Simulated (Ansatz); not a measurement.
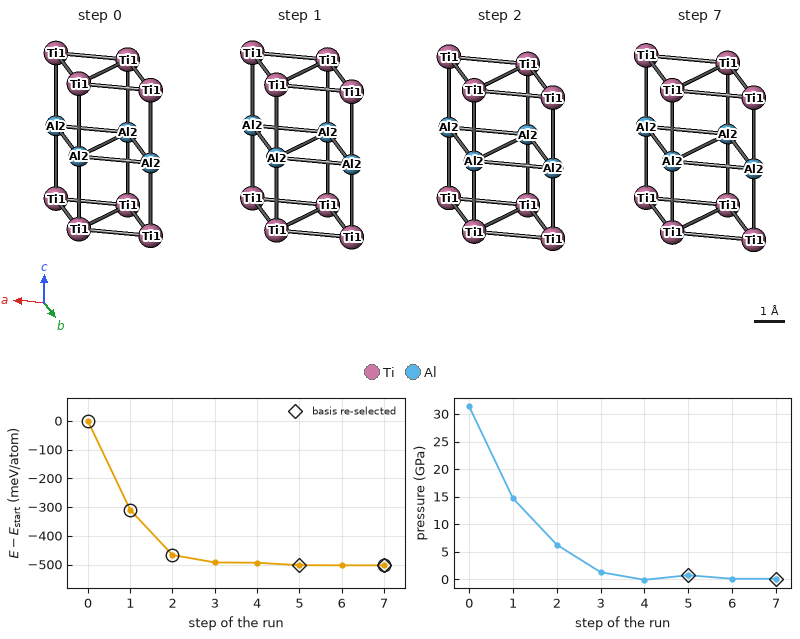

Frames of a relaxation of crystalline TiAl (a generated structure, set up in P6/mmm) (coarse preliminary run), marked on the history of the run. The picture is a ball-and-stick view of the cell of the calculation, seen from a free direction.

Level of theory: DFT PBE, scalar-relativistic, plane waves, PAW (Ansatz).

The input:
```yaml
crystal:
  lattice:
    - [2.47284535, 0.0, 0.0]
    - [-1.23642267, 2.14154689, 0.0]
    - [0.0, 0.0, 5.47170585]
  atoms:
    - { symbol: Ti, position: [0.0, 0.0, 0.0] }
    - { symbol: Al, position: [0.0, 0.0, 0.5] }
basis:
  ecutwfc: 420
kpoints:
  mp_grid: { grid: [6, 6, 4] }
hamiltonian:
  xc: pbe
scf:
  occupations: { method: gaussian, width: 0.1 }
  lower_state_search: "off"
output:
  forces: true
  stress: true
  eigenvalues: true
relax:
  adjacent_minimum: "off"
  f_tol: 0.04
  max_steps: 70
  cell: { stress_tol: 0.4 }
```

Run as
```bash
ansatz run input.yaml --threads 1 --pin off --max-ram 2560MiB --backend cpu --events-out ev --progress --plain --runs-dir out
```

Describe the path.

After 5 accepted moves (7 points after the start) the energy has fallen by 503 meV per atom. All forces vanish by symmetry, so only the cell relaxes. Pressure: 31.37 GPa at the start and 0.11 GPa at the end. At 2 points the geometry stayed and the basis and grid were re-selected for the new cell (energy shift of 8.5 meV per atom at most each time). The atoms keep their places relative to the cell (all moves are under 0.005 Å). The drawn cell changes as follows: a = b 2.473 → 2.808 Å (+13.6 %), c 5.472 → 5.347 Å (−2.3 %); the volume changes by +26.0 %. Some distances before and after: Al2–Al2 2.473 → 2.808 Å, Ti1–Ti1 2.473 → 2.808 Å, Ti1–Al2 2.736 → 2.673 Å. The space group stays P6/mmm (No. 191). From step 0 to 1: volume +10.0 %, energy −310 meV per atom. From step 1 to 2: volume +6.3 %, energy −157 meV per atom. From step 2 to 7: volume +7.8 %, energy −36.1 meV per atom.

Limits of the set-up: the k-point mesh is coarse for a cell with partly filled bands.
